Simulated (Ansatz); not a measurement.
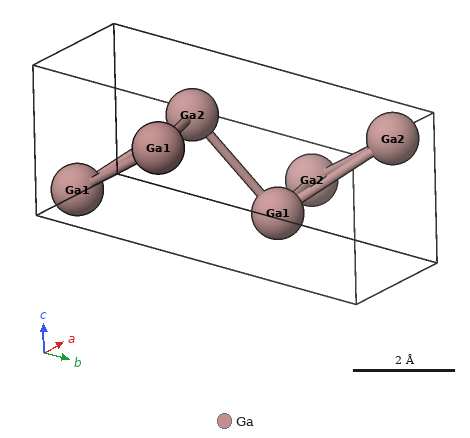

**Figure 1.** The structure (ball-and-stick view of the cell 2 times as large as that of the calculation, set on its symmetry axes, seen at an oblique angle; atoms are numbered from 1 in the order of the input). An atom can appear more than once, as a periodic image. Near neighbours in the periodic cell (some may lie outside the picture): Ga has 8 Ga at 2.65 to 2.88 Å.

Run report: Ga, field-gradient calculation

Ga (C2/c, 2 atoms in the cell), computed with DFT, r2SCAN, PAW with Ansatz's default frozen-core files, scalar-relativistic, no spin polarisation (Ansatz 0.2.0).

The structure derives from an entry of the Crystallography Open Database. Its volume is 0.96 times that of the source entry. It belongs to a series of runs on one base structure; here: functional r2scan, volume scaled by 0.96, PAW files. Figures and captions count atoms from 1; the log counts them from 0 in places.

## Output
```
Engine: ansatz 0.2.0, aarch64-unknown-linux-gnu
Pseudopotentials: kind: paw
Pseudopotential: Ga, paw, valence charge 13, recommended cutoff 500 eV (meta_gga), Ga.paw.azcp
Functional definition: r2SCAN
  parameter k0 = 0.174
  parameter k1 = 0.065
  parameter a1 = 4.9479
  exchange = r2scan_x(k0 = k0, k1 = k1, a1 = a1)
  correlation = r2scan_c
Crystal: 2 atoms, lattice volume = 35.603 Å³
Basis set: ecut = 500 eV, 893 PW (Γ), exchange–correlation on 128×128×96 points (64 copies of the dense FFT grid, shifted against one another)
Bands: 17, of which v1, the nominal top of the filled ones, is band 13 counted from 1 (12 counted from 0)
Symmetry: 4 space group operations
Space group: C2/c (ITA 15), of the structure as read, at distance tolerance 3.3e-5 Å
k-points: 582 of 2156
Non-local potential: Ga, projectors of the file, l = 0: 2, l = 1: 2, l = 2: 3, l = 3: 1
PAW form: soft (Blöchl's): semilocal exchange-correlation on the pseudo side does not see the compensation charge
PAW frozen core: Ga, regenerated for the run's functional (the file was generated under x = pbe(κ = 0.804, μ = 0.2195149727645171), c = pbe(β = 0.06672455060314922))
PAW one-centre angular grid: Ga, 590 points (default); XC on 160 Gauss nodes
Initial density: superposition of atomic densities (neutral atoms: chi_scale 0, normalization atom), corrected by the library's trained network
Initial wavefunctions: pseudopotential atomic-orbital guess
Functional: x = r2scan, c = r2scan; τ floored in thin density (d = 2e-4 eV/Å³)
SCF iter   1: F=—  HF=-7580.348058 eV  |F-HF|=—  |Δ(HF+E_count)|=         —  Δρ=1.12e-2  dr2=1.87e-2  dr2_τ=1.73e-3  ethr=1.77e-3  ⟨swp⟩=5.2  Hψ=46507  notcnv=0
preconditioner: auto → Kerker (q_TF=auto, 2.589 Å⁻¹)  [metal: Δε(μ)=0.001 eV  Ē_g=18.381 eV  σ=0.050 eV  W_gap=0.01  n_scr=12 (ndim 8)  ℏωp=31.7 eV  f_vac=0.000  D(μ)=0.58/eV (n_scr^D=2)]
SCF iter   2: F=—  HF=-7580.367171 eV  |F-HF|=—  |Δ(HF+E_count)|=   1.91e-2  Δρ=3.12e-3  dr2=2.25e-3  dr2_τ=5.73e-5  ethr=7.20e-5  ⟨swp⟩=2.0  Hψ=24393  notcnv=0  defer=52
SCF iter   3: F=—  HF=-7580.367235 eV  |F-HF|=—  |Δ(HF+E_count)|=   6.40e-5  Δρ=2.58e-3  dr2=1.51e-3  dr2_τ=5.30e-6  ethr=8.64e-6  ⟨swp⟩=2.0  Hψ=15661  notcnv=0  defer=52
SCF iter   4: F=—  HF=-7580.367289 eV  |F-HF|=—  |Δ(HF+E_count)|=   5.35e-5  Δρ=8.50e-4  dr2=2.21e-4  dr2_τ=9.01e-7  ethr=5.81e-6  ⟨swp⟩=2.1  Hψ=11717  notcnv=0  defer=52
SCF iter   5: F=—  HF=-7580.367333 eV  |F-HF|=—  |Δ(HF+E_count)|=   4.45e-5  Δρ=2.35e-4  dr2=1.77e-5  dr2_τ=4.76e-8  ethr=8.48e-7  ⟨swp⟩=2.3  Hψ=13302  notcnv=0  defer=52
SCF iter   6: F=—  HF=-7580.367339 eV  |F-HF|=—  |Δ(HF+E_count)|=   5.96e-6  Δρ=2.82e-5  dr2=2.70e-7  dr2_τ=1.88e-9  ethr=6.79e-8  ⟨swp⟩=2.8  Hψ=16215  notcnv=0  defer=52
SCF iter   7: F=-7580.367340 eV  HF=-7580.367340 eV  |F-HF|=4.65e-9  |Δ(HF+E_count)|=   2.02e-7  Δρ=4.73e-6  dr2=8.07e-9  dr2_τ=6.31e-11  ethr=3.85e-10  ⟨swp⟩=5.5  Hψ=45194  notcnv=0
SCF 1 converged in 7 iterations: F = -7580.367340 eV  dr2 = 8.07e-9
  greatest PAW one-centre occupation: 0.994 electrons in one spin orbital (limit 2), on the Ga atom at site 1 (counted from 0), in its partial waves of l = 2
SCF converged after 7 iterations
Free energy (F): -7580.367340 eV
Harris-Foulkes:  -7580.367340 eV  (|F-HF|=4.65e-9)
Internal energy: -7580.362606 eV  (E = F + TS)
E sigma→0 (E₀):  -7580.364973 eV
Entropy (-TS):   -0.004734 eV (-2.367 meV/atom)
Fermi energy:    10.389288 eV
--- Per-component energies (eV) ---
  E_band       = -69.211382
  E_kinetic    = 229.872843
  E_local      = -3534.109144  (includes V_loc(G=0)·N_el)
  E_nonlocal   = 848.955426
  E_hartree    = 1669.502046
  E_xc         = -125.505231
  E_vxc        = -120.454181  (∫ρ·V_xc dr)
  E_paw        = -4001.540402  (= ΣΔE_a)
  E_vpaw       = -839.125921  (= ΣTr[D̂ρ^β])
  E_aug_tail   = -0.000083  (compensation charges beyond the density's cutoff)
  E_vtau       = 6.647552  (kinetic-family band-sum trace: ∫τ·v_τ [+ j·A + Jᵃ·Aᵃ] dr)
  E_ewald      = -2666.231922
  E_core_change = -1.306140  (= ΣΔE_core)
  E_smearing   = -0.004734  (= −TS)
  E_closure    = -0.000000  (closes the sum)
  Σ components = -7580.367340   (vs F -7580.367340, Δ=0.00e0)
--- Forces (eV/Å), atoms counted from 1 ---
  atom   1  Ga     0.00000000     0.22270866    -0.00000000
  atom   2  Ga    -0.00000000    -0.22270866     0.00000000
  max |Σ_I F_I| component: 0.00e0 eV/Å
--- Stress (GPa, compression-positive) ---
        1.150643       0.000000       0.100717
        0.000000       0.898910      -0.000000
        0.100717      -0.000000       1.513357
  P = ⅓ Tr σ = 1.1876 GPa (11.876 kbar)
--- PAW observables at the nuclei: V_zz in 10²¹ V/m², potentials from the cell's mean, atoms counted from 1 ---
  atom   1  Ga V_zz =    +3.235517   η = 0.3743   by run symmetry: allowed
            electrostatic potential = -4134.371119 V   contact ρ = 187266.963333 e/Å³
  atom   2  Ga V_zz =    +3.235517   η = 0.3743   by run symmetry: allowed
            electrostatic potential = -4134.371119 V   contact ρ = 187266.963333 e/Å³
--- Band table (eV; the first three rows and the last of 582) ---
  k-point 0: bands = ["-5.3946", "-5.3894", "-5.3402", "-5.3196", "-4.9971", "-4.9945", "-4.9628", "-4.9605", "-4.9448", "-4.7909", "-1.7550", "7.9360", "8.9611", "12.0565", "16.2744", "20.9402", "21.4977"]
  k-point 1: bands = ["-5.4046", "-5.3720", "-5.3400", "-5.3038", "-5.0188", "-5.0157", "-4.9483", "-4.9420", "-4.9409", "-4.8068", "-1.6316", "8.0827", "8.7448", "11.2639", "17.6054", "20.5244", "20.6088"]
  k-point 2: bands = ["-5.4144", "-5.3408", "-5.3330", "-5.2662", "-5.0502", "-5.0466", "-4.9586", "-4.9153", "-4.9143", "-4.8499", "-1.2598", "7.6788", "8.5181", "10.6858", "18.4678", "18.7311", "20.2203"]
  k-point 581: bands = ["-5.3512", "-5.3227", "-5.2644", "-5.2570", "-5.0234", "-5.0156", "-4.9881", "-4.9824", "-4.9668", "-4.9458", "3.5860", "4.0100", "5.6062", "6.0274", "21.6055", "22.7797", "23.2068"]
```

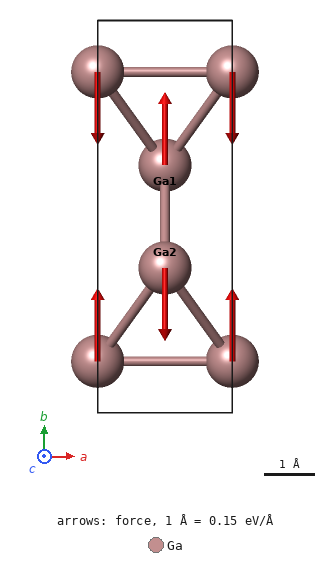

**Figure 2.** Forces on the atoms as red arrows (ball-and-stick view of the cell 2 times as large as that of the calculation, set on its symmetry axes, along the c axis; atoms are numbered from 1 in the order of the input). The largest act on Ga1, Ga2 (0.22 eV/Å). The geometry is not a stationary point of this energy.

This output came from the following input.

## The input
```yaml
crystal:
  lattice:
    - [1.3643085195, -3.9720811669, 0.0]
    - [1.3643085195, 3.9720811669, 0.0]
    - [-0.1158626432, 0.0, 3.2849254291]
  atoms:
    - { symbol: Ga, position: [0.869, 0.131, 0.25] }
    - { symbol: Ga, position: [0.131, 0.869, 0.75] }
kpoints:
  mp_grid: { grid: [14, 14, 11] }
scf:
  occupations: { method: fermi_dirac, width: 0.05 }
hamiltonian:
  xc: r2scan
  pseudopotentials: { kind: paw }
output:
  forces: true
  stress: true
  eigenvalues: true
  efg: { contact_densities: true }
```

Command:
```bash
ansatz run input.yaml --threads 1 --pin off --max-ram 2048MiB --backend cpu --events-out ev --progress --plain --runs-dir out
```

## Summary

| quantity | value |
| --- | --- |
| outcome | converged |
| space group (tolerance 0.01 Å) | C2/c (15) |
| electrons treated | 26 |
| free energy | −7580.3673 eV |
| Fermi energy | 10.389 eV |
| pressure | 1.19 GPa |
| field gradient V_zz (10²¹ V/m²) | Ga 3.24, Ga 3.24 |
| largest force (length of the vector) | 0.223 eV/Å |
| hardware | 1 thread of Arm Neoverse V1, 24 GiB of memory available, shared host |
| wall time | 47 s |
| peak memory | 0.7 GiB |
